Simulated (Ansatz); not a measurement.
TaN: single-point calculation

TaN (2 atoms in the cell), computed with DFT PBEsol, scalar-relativistic, plane waves, PAW, no spin polarisation (Ansatz 0.2.0).

The structure derives from an entry of the Crystallography Open Database. It belongs to a series of runs on one base structure; here: band edges of the strained film's bulk. Figures and captions count atoms from 1; the log counts them from 0 in places.

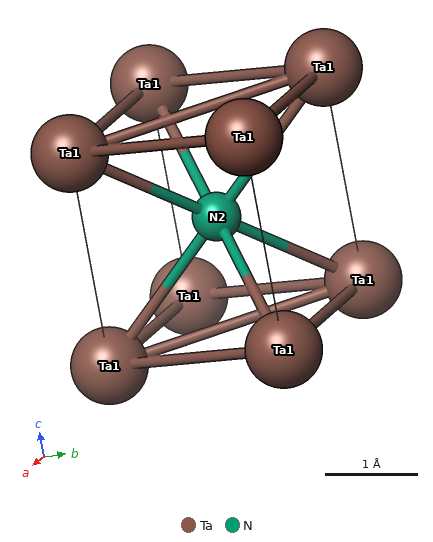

*The structure as given in the input (ball-and-stick view of the reduced cell, seen slightly off an axis; atoms are numbered from 1 in the order of the input). An atom can appear more than once, as a periodic image.*

Input
```yaml
crystal:
  lattice:
    - [2.9726295061, -3.124e-07, 0.0017935839]
    - [-1.4863150236, 2.5743731369, 0.0]
    - [1.4879139832, 0.8590475387, 2.6801719065]
  atoms:
    - { symbol: Ta, position: [0.0, 0.0, 0.0] }
    - { symbol: "N", position: [0.0, 0.5, 0.5] }
basis:
  ecutwfc: 420
kpoints:
  mp_grid: { grid: [12, 12, 13] }
hamiltonian:
  xc: pbesol
scf:
  occupations: { method: gaussian, width: 0.1 }
output:
  forces: true
  stress: true
  eigenvalues: true
  write_density: true
  write_potential: true
  elf: true
  volumetric_format: npy
```

Hardware: 2 threads of AMD EPYC (Zen 5), 32 GiB of memory available, shared host.

Launched with:
```bash
ansatz run input.yaml --threads 2 --pin off --max-ram 5120MiB --backend cpu --events-out ev --progress --plain --runs-dir out
```

The program's output
```
Engine: ansatz 0.2.0, x86_64-unknown-linux-gnu
Pseudopotentials: kind: paw
Pseudopotential: Ta, paw, valence charge 13, recommended cutoff 420 eV (normal), Ta.paw.azcp
Pseudopotential: N, paw, valence charge 5, recommended cutoff 420 eV (normal), N.paw.azcp
Functional definition: PBEsol
  exchange = pbesol_x
  correlation = pbesol_c
Crystal: 2 atoms, lattice volume = 20.501 Å³
Basis set: ecut = 420 eV, 399 PW (Γ), exchange–correlation on 40×40×48 points (8 copies of the dense FFT grid, shifted against one another)
Bands: 13, of which v1, the nominal top of the filled ones, is band 9 counted from 1 (8 counted from 0)
Symmetry: 4 space group operations
Space group: C2/m (ITA 12), of the structure as read, at distance tolerance 2.7e-5 Å
k-points: 511 of 1872
Non-local potential: Ta, projectors of the file, l = 0: 3, l = 1: 2, l = 2: 2, l = 3: 1
Non-local potential: N, projectors of the file, l = 0: 2, l = 1: 2, l = 2: 1
PAW form: soft (Blöchl's): semilocal exchange-correlation on the pseudo side does not see the compensation charge
PAW frozen core: Ta, regenerated for the run's functional, and the local potential with it (the file was generated under x = pbe(κ = 0.804, μ = 0.2195149727645171), c = pbe(β = 0.06672455060314922))
PAW frozen core: N, regenerated for the run's functional, and the local potential with it (the file was generated under x = pbe(κ = 0.804, μ = 0.2195149727645171), c = pbe(β = 0.06672455060314922))
PAW one-centre angular grid: Ta, 590 points (default); XC on 64 Gauss nodes
PAW one-centre angular grid: N, 110 points (default); XC on 64 Gauss nodes
Initial density: superposition of atomic densities (neutral atoms: chi_scale 0, normalization atom), corrected by the library's trained network
Initial wavefunctions: pseudopotential atomic-orbital guess
Functional: x = pbesol(κ = 0.804, μ = 0.12345679012345678), c = pbesol(β = 0.046)
SCF iter   1: F=—  HF=-10187.002405 eV  |F-HF|=—  |Δ(HF+E_count)|=         —  Δρ=1.24e-2  dr2=2.96e-2  ethr=1.77e-3  ⟨swp⟩=5.6  Hψ=33839  notcnv=0
preconditioner: auto → none  [metal: Δε(μ)=0.003 eV  Ē_g=11.306 eV  σ=0.100 eV  W_gap=0.01  n_scr=8 (ndim 8)  ℏωp=25.9 eV  f_vac=0.000  D(μ)=0.72/eV (n_scr^D=2)  sad-step TF]
SCF iter   2: F=—  HF=-10186.997846 eV  |F-HF|=—  |Δ(HF+E_count)|=   4.56e-3  Δρ=7.02e-3  dr2=1.05e-2  ethr=1.64e-4  ⟨swp⟩=1.0  Hψ=10732  notcnv=0  defer=1
SCF iter   3: F=—  HF=-10186.995338 eV  |F-HF|=—  |Δ(HF+E_count)|=   2.51e-3  Δρ=6.59e-4  dr2=4.56e-5  ethr=5.85e-5  ⟨swp⟩=2.0  Hψ=8496  notcnv=0  defer=1
SCF iter   4: F=—  HF=-10186.995308 eV  |F-HF|=—  |Δ(HF+E_count)|=   3.02e-5  Δρ=1.02e-4  dr2=2.06e-6  ethr=2.53e-7  ⟨swp⟩=2.0  Hψ=11174  notcnv=0  defer=1
iter 5 did not close the SCF: its close was put off for the readings that it lacked (scf_convergence_deferred on its scf_iter line)
SCF iter   5: F=-10186.995307 eV  HF=-10186.995307 eV  |F-HF|=1.14e-8  |Δ(HF+E_count)|=   4.57e-7  Δρ=1.35e-5  dr2=1.92e-8  ethr=1.14e-8  ⟨swp⟩=2.3  Hψ=9374  notcnv=0  defer=1
SCF iter   6: F=-10186.995307 eV  HF=-10186.995307 eV  |F-HF|=2.91e-11  |Δ(HF+E_count)|=   6.20e-9  Δρ=1.62e-6  dr2=1.93e-10  ethr=1.07e-10  ⟨swp⟩=6.2  Hψ=38474  notcnv=0
SCF 1 converged in 6 iterations: F = -10186.995307 eV  dr2 = 1.93e-10
  greatest PAW one-centre occupation: 1.000 electrons in one spin orbital (limit 2), on the Ta atom at site 0 (counted from 0), in its partial waves of l = 0
```

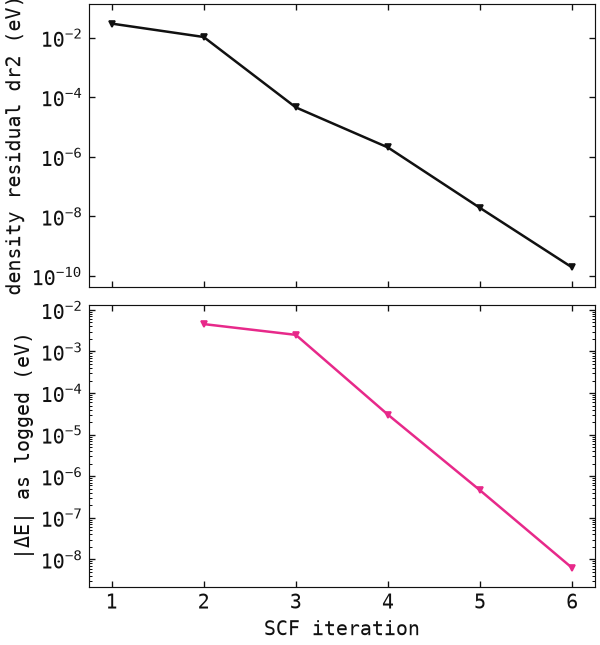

*Convergence of the self-consistent field: density residual dr2 and size of the energy change against the SCF iteration.*

The residual falls at every step.

```
SCF converged after 6 iterations
Free energy (F): -10186.995307 eV
Harris-Foulkes:  -10186.995307 eV  (|F-HF|=2.91e-11)
Internal energy: -10186.991674 eV  (E = F + TS)
E sigma→0 (E₀):  -10186.993491 eV
Entropy (-TS):   -0.003633 eV (-1.817 meV/atom)
Fermi energy:    22.286179 eV
--- Per-component energies (eV) ---
  E_band       = -32.520556
  E_kinetic    = 503.247916
  E_local      = -559.571481  (includes V_loc(G=0)·N_el)
  E_nonlocal   = 63.369614
  E_hartree    = 189.471086
  E_xc         = -278.930444
  E_vxc        = -283.036648  (∫ρ·V_xc dr)
  E_paw        = -8395.859473  (= ΣΔE_a)
  E_vpaw       = -135.472305  (= ΣTr[D̂ρ^β])
  E_aug_tail   = 0.000249  (compensation charges beyond the density's cutoff)
  E_ewald      = -1708.960886
  E_core_change = 0.241745  (= ΣΔE_core)
  E_smearing   = -0.003633  (= −TS)
  E_closure    = 0.000000  (closes the sum)
  Σ components = -10186.995307   (vs F -10186.995307, Δ=0.00e0)
--- Forces (eV/Å), atoms counted from 1 ---
  atom   1  Ta     0.00000000     0.00000000     0.00000000
  atom   2  N      0.00000000     0.00000000     0.00000000
  max |Σ_I F_I| component: 3.94e-30 eV/Å
--- Stress (GPa, compression-positive) ---
       12.797924       0.147620       0.013664
        0.147620      12.627468       0.007889
        0.013664       0.007889       0.097096
  P = ⅓ Tr σ = 8.5075 GPa (85.075 kbar)
--- Band table (eV; the first three rows and the last of 511) ---
  k-point 0: bands = ["-46.9788", "-13.3739", "-13.1152", "-13.1135", "3.3321", "18.1419", "18.7839", "18.7842", "19.0126", "20.5942", "20.5974", "22.6130", "22.6256"]
  k-point 1: bands = ["-46.9763", "-13.4237", "-13.1180", "-13.1164", "3.4736", "17.1872", "18.3052", "18.3059", "19.7659", "20.8746", "20.8793", "23.0947", "23.1089"]
  k-point 2: bands = ["-46.9693", "-13.5592", "-13.1257", "-13.1243", "3.8761", "15.8376", "17.4414", "17.4435", "20.6009", "21.3831", "21.3902", "24.2779", "24.2951"]
  k-point 510: bands = ["-46.8960", "-14.2238", "-13.4034", "-13.2786", "6.6531", "11.7981", "13.9537", "14.9740", "22.6849", "25.4461", "25.6349", "26.3695", "30.1437"]
```

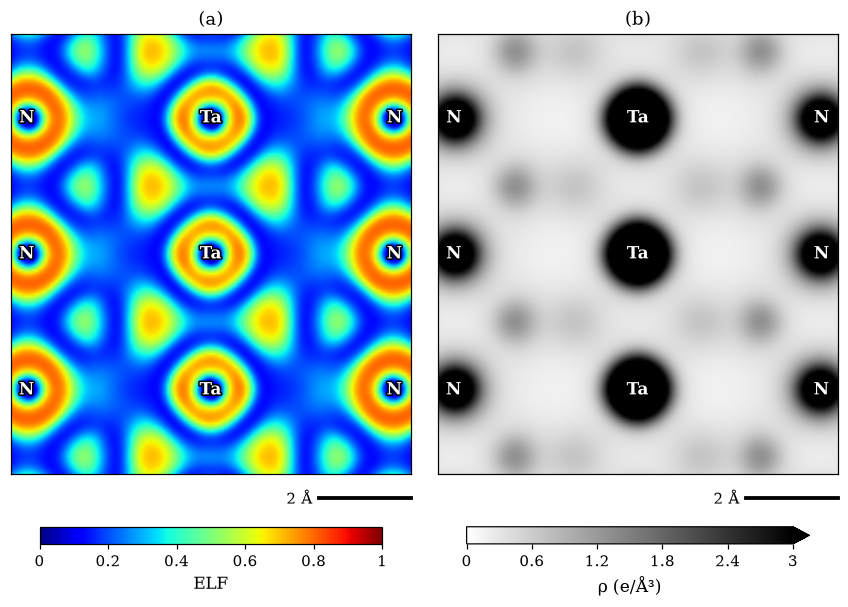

*(a) ELF; (b) valence charge density (pseudo) on the (11̄0) plane of the conventional cell.*

Ta–Ta (2.97 Å): ρ is about 0.28 e/Å³ halfway; the ELF is about 0.25 at the midpoint; no localised pair between them. Away from the nuclei the density in this plane falls to 0.17 e/Å³ at its lowest. The strong features right at Ta lie inside the PAW spheres (semicore, d or f shells) and say nothing about bonding. The fields are those of the smooth PAW valence density.

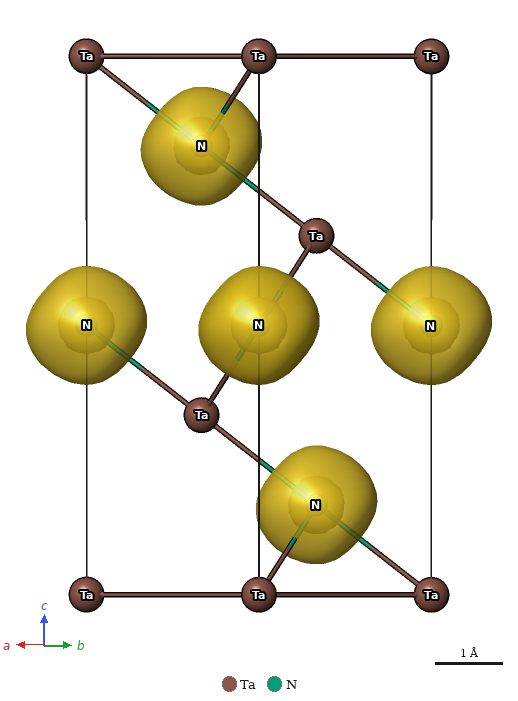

*Isosurface of the electron localisation function at 0.65 (yellow), seen along [110]. Core shells and regions of very low density are left out. Sticks mark near contacts. The outline is the cell set on symmetry axes.*

Along the contacts the grid gives the following. Ta–N (2.18 Å): the ELF is about 0.15 at the midpoint; a polar contact without a shared pair, in a metal. Ta–Ta (2.97 Å): the ELF is about 0.25 at the midpoint; no localised pair between them.

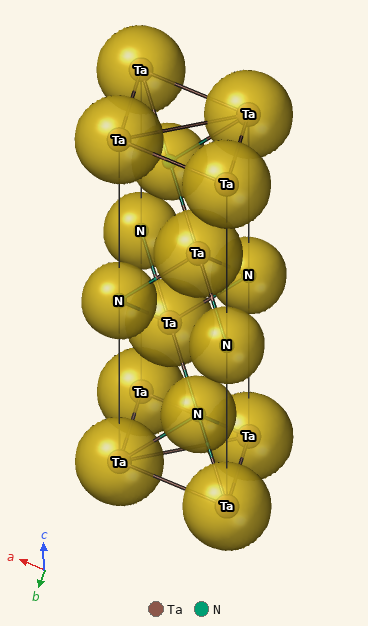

*Isosurface of the valence pseudo-density at 0.8 e/Å³ (yellow), seen at an oblique angle. Sticks mark near contacts. The outline is the cell set on symmetry axes.*

At this value the density breaks into separate islands; it holds about 70 % of the electrons treated as valence (semicore included). It is pinched off along the Ta–N (2.18 Å) and Ta–Ta (2.97 Å) contacts. On the grid the lowest density along these lines, outside the cores, is 0.57 e/Å³ (Ta–N, 2.18 Å) and 0.28 e/Å³ (Ta–Ta, 2.97 Å).

Results in brief

| quantity | value |
| --- | --- |
| outcome | converged |
| space group (tolerance 0.01 Å) | R-3m (166) |
| electrons treated | 18 |
| free energy | −10186.9953 eV |
| Fermi energy | 22.286 eV |
| gap on the k-point mesh | none (metallic) |
| pressure | 8.51 GPa |
| largest force (length of the vector) | under 0.001 eV/Å |
| wall time | 2.2 s (CPU time 4.2 s) |
| peak memory | 0.48 GiB |

Remarks

Spin–orbit coupling is left out, which matters for Ta.
